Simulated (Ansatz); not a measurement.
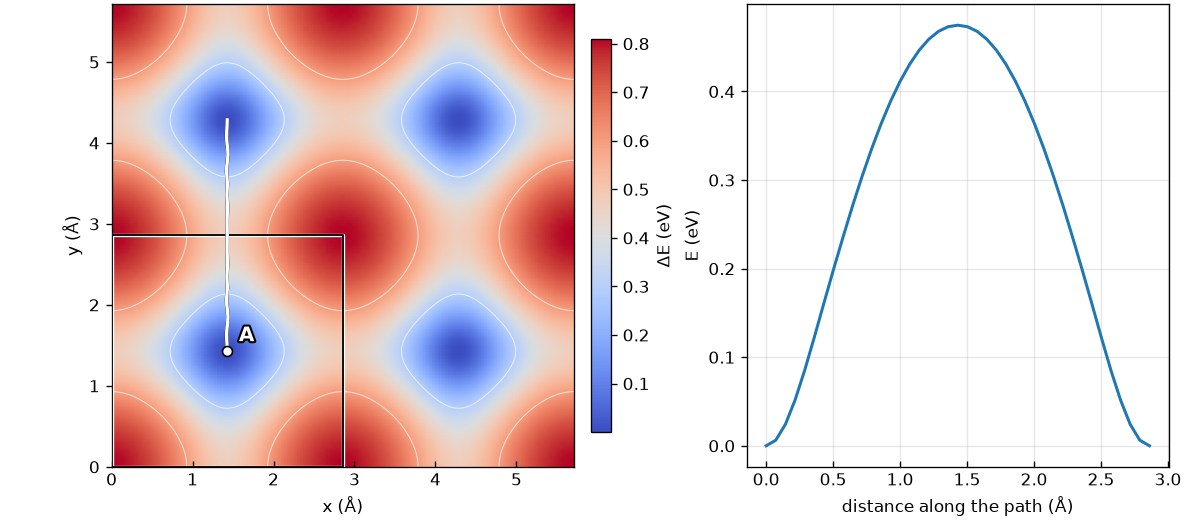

Al on an Al(100) slab cut from the Fm-3m phase, its upper half relaxed before the scan (12 atoms of substrate and one adsorbate in a 2 × 2 cell). Al is moved over the surface cell; relaxed at each place: the height of the adsorbate's atoms; substrate rigid; the origin of the map has the adsorbate above Al9. Places are given modulo a cell vector. The map is drawn in real space over the plane of the surface. The scan uses a 6 × 6 grid; 10 points were computed and 26 follow by symmetry. Places are given in fractions of the 1 × 1 surface cell. Energies: eV, counted from the lowest grid point. Theory: DFT PBE, scalar-relativistic, plane waves, PAW in Ansatz. Settings: cutoff 420 eV, k-mesh 5×5×1, gaussian smearing 0.1 eV, no spin polarisation.

The picture shows a smooth colour map with a few white contour lines, a line along the lowest path, the outline of one cell of the 2 × 2 shown, the energy along the path at the right, the start A. Between grid points the surface is interpolated.

Q: Describe the path and its barrier.

A: The easiest path leads from the well at a fourfold hollow over a second-layer Al atom, (3/6, 3/6) of the cell vectors to its copy one period on. Its highest point lies about 0.47 eV above the bottom of the first well on the interpolated surface, at a bridge site between two Al atoms, (3/6, 0/6) of the cell vectors. This is the barrier on the constrained surface; relaxing the other coordinates would change it.

PAW datasets: the set soft_1.
